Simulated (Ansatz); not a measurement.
# Fe13Co3: what the electrons do

Space group P4/mmm; spin-polarised. Net moment 40.0 μB in the 16-atom cell of the calculation; other magnetic orders weren't tried. r2SCAN tends to overestimate the moments of metals. The cell comes from a database of computed structures, not from a measurement.

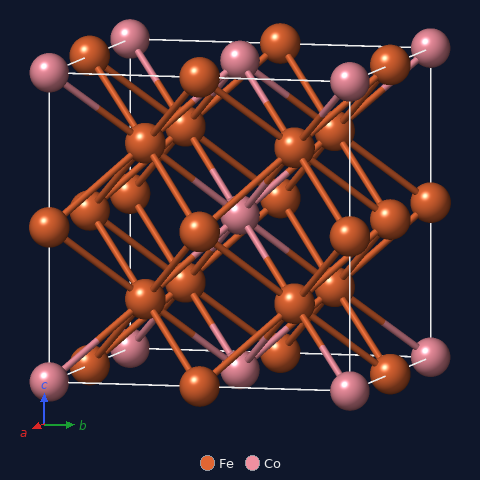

The conventional cell.

```cif
data_structure
_symmetry_space_group_name_H-M 'P 1'
_symmetry_Int_Tables_number 1
_cell_length_a 5.6927
_cell_length_b 5.6927
_cell_length_c 5.6911
_cell_angle_alpha 90.000
_cell_angle_beta 90.000
_cell_angle_gamma 90.000
_cell_volume 184.43
loop_
_atom_site_label
_atom_site_type_symbol
_atom_site_fract_x
_atom_site_fract_y
_atom_site_fract_z
_atom_site_occupancy
Fe1 Fe 0.50000 0.00000 0.50000 1
Fe2 Fe 0.74829 0.25171 0.75230 1
Fe3 Fe 0.25171 0.74829 0.24770 1
Fe4 Fe 0.25171 0.74829 0.75230 1
Fe5 Fe 0.25171 0.25171 0.75230 1
Fe6 Fe 0.00000 0.00000 0.50000 1
Fe7 Fe 0.74829 0.25171 0.24770 1
Fe8 Fe 0.74829 0.74829 0.75230 1
Fe9 Fe 0.74829 0.74829 0.24770 1
Fe10 Fe 0.00000 0.50000 0.50000 1
Fe11 Fe 0.50000 0.00000 0.00000 1
Fe12 Fe 0.25171 0.25171 0.24770 1
Fe13 Fe 0.00000 0.50000 0.00000 1
Co1 Co 0.00000 0.00000 0.00000 1
Co2 Co 0.50000 0.50000 0.50000 1
Co3 Co 0.50000 0.50000 0.00000 1
```

Theory: DFT r2SCAN, scalar-relativistic, plane waves, PAW in Ansatz 0.2.0.

Core electrons are frozen (PAW), so the maps are meaningful between the atoms, not at the nuclei.

## 1. Bonding charge

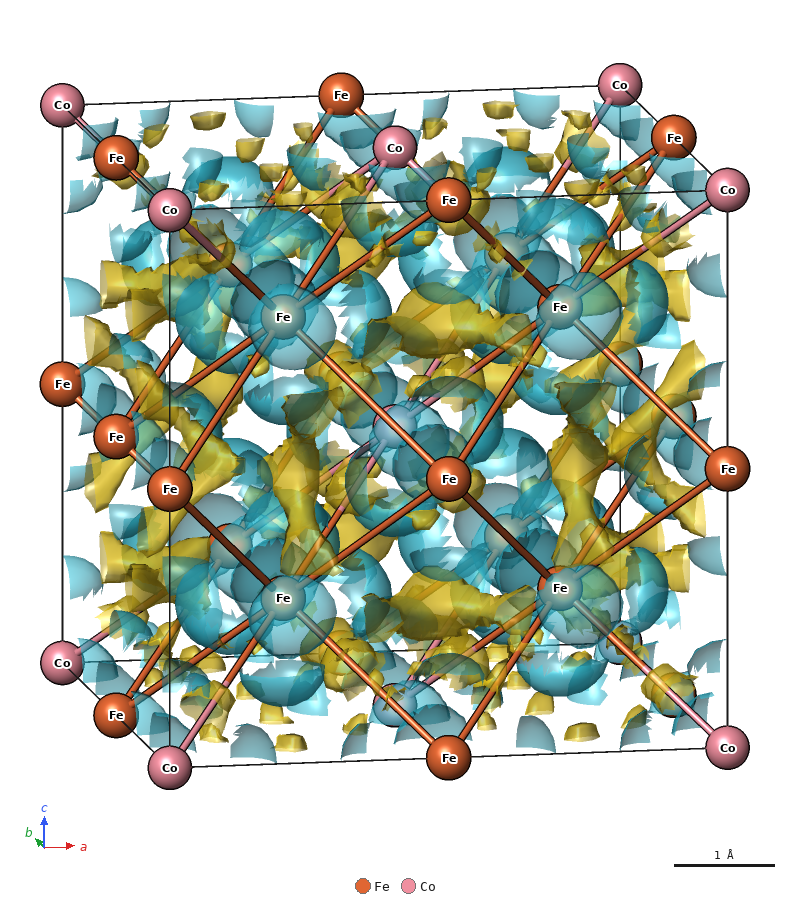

*Deformation density (self-consistent density less superposed neutral spherical atoms): yellow surfaces at +0.02 and cyan ones at −0.02 e/Å³, in the conventional cell seen slightly off an axis (the regions close to the nuclei are left out). Cores are masked to 0.9 Å (Fe) and 0.8 Å (Co).*

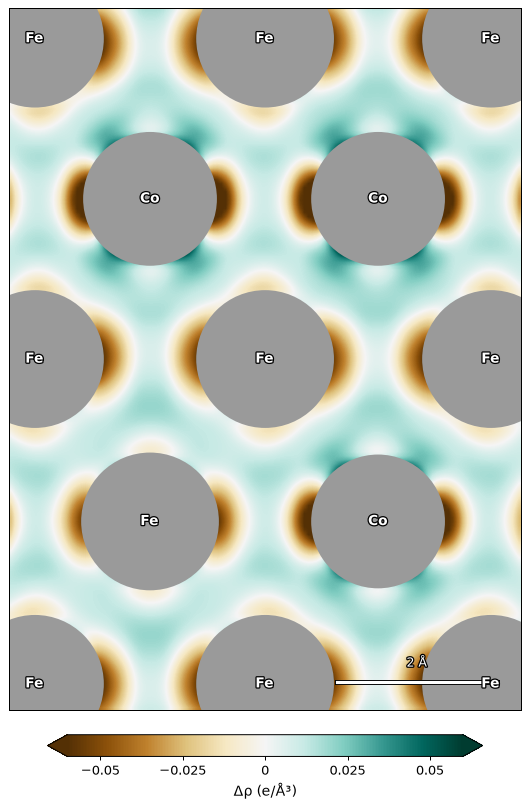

Also shown: a map on the (11̄0) plane of the conventional cell, with grey discs over the atomic cores.

**Describe the bonding charge.**

Co–Fe (2.45 Å): Δρ is +0.018 e/Å³ at the midpoint.
Fe–Fe (2.46 Å): Δρ is +0.02 e/Å³ at the midpoint.
Co–Co (2.85 Å): Δρ is +0.010 e/Å³ at the midpoint.
Over the whole cell, outside the masked cores, the largest gain, 0.03 e/Å³, lies 1.0 Å from a cobalt nucleus and 1.5 Å from an iron one, and the largest loss, 0.06 e/Å³, lies 0.9 Å from a cobalt nucleus.
In all about 0.12 e an atom is rearranged against the free atoms.
Bader charges: Fe −0.01 to +0.10 and Co −0.26 e. Among metals such charges hang on how the charge between the atoms is shared out.

## 2. States by energy

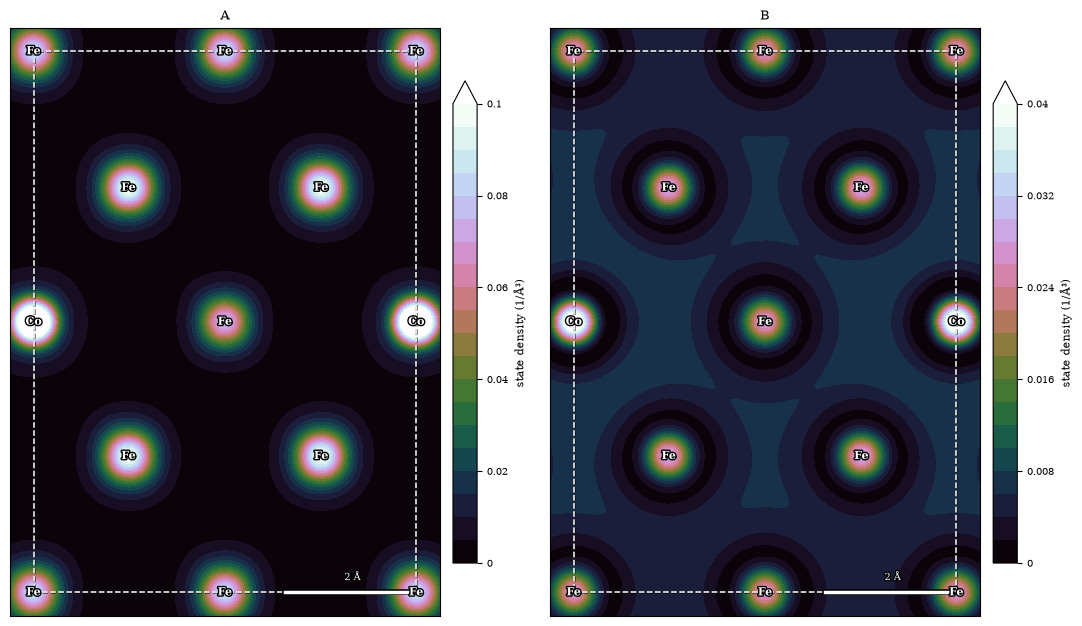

Fe13Co3: densities of the states in two energy windows, on the (011) plane of the conventional cell.

**Match the panels to the energy ranges (zero at the Fermi level): −9.4 to −6.3 eV and −6.3 to −3.1 eV.**

Panel A: −6.3 to −3.1 eV, the middle third of the occupied valence band, mainly Fe 3d (65 %), Co 3d (15 %) and Fe 4s (15 %).
Panel B: −9.4 to −6.3 eV, the lower third of the occupied valence band, mainly Fe 4s (75 %) and Co 4s (20 %).
The characters are Löwdin shares on a minimal set of atomic orbitals.

## 3. Change of volume

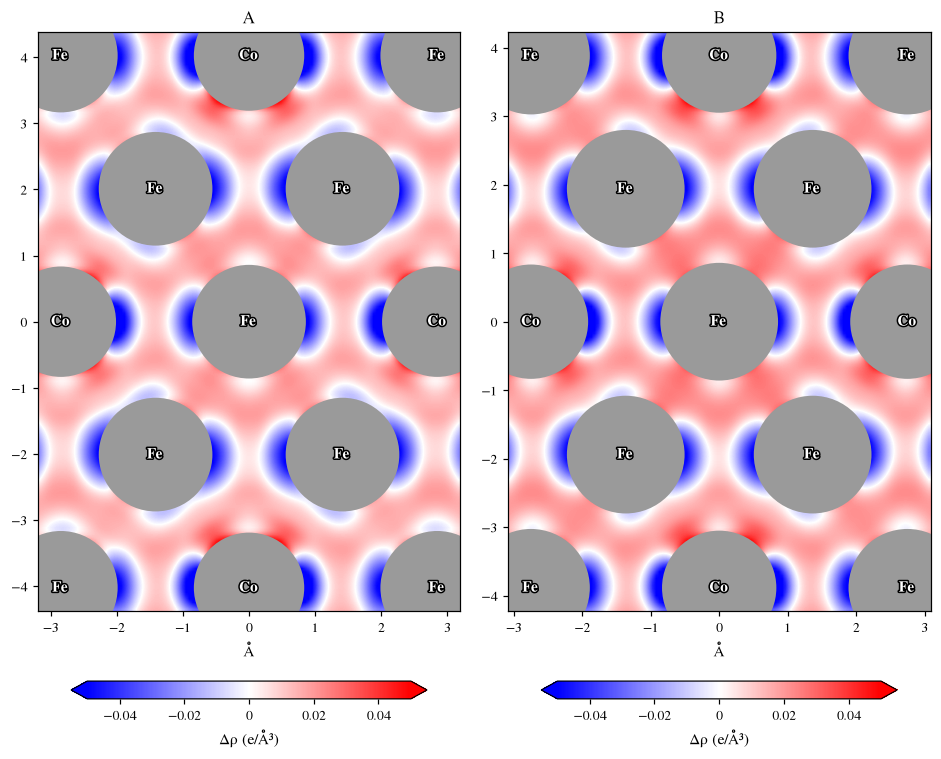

Fe13Co3: deformation density on the (101) plane of the conventional cell at two volumes, with the same fractional coordinates and one colour scale. Grey discs cover the cores. Panel B has 90 % of the volume of panel A.

**What changes between the database cell and the scaled one?**

From A to B, Co–Fe goes from 2.45 to 2.36 Å, and Δρ at its midpoint from +0.018 to +0.02 e/Å³.
- From A to B, Fe–Fe goes from 2.46 to 2.37 Å, and Δρ at its midpoint from +0.02 to +0.03 e/Å³.
- The pressure is 0 GPa in A and 25 GPa in B.
- The rearranged charge is 0.12 e an atom in A and 0.12 e in B.
- The net moment is 40.05 μB a cell in A and 38.17 μB in B.

## 4. Putting it together

The two pressures give a mean stiffness −ΔP/Δln V of about 236 GPa over this range, with the atoms held at their fractional positions.

Run times: 5.1 min (base cell), 82 s (state densities) and 4.5 min (scaled cell), on 4 threads of Intel(R) Xeon(R) Platinum 8259CL CPU @ 2.50GHz (Skylake/Cascade Lake), with other jobs on the host.
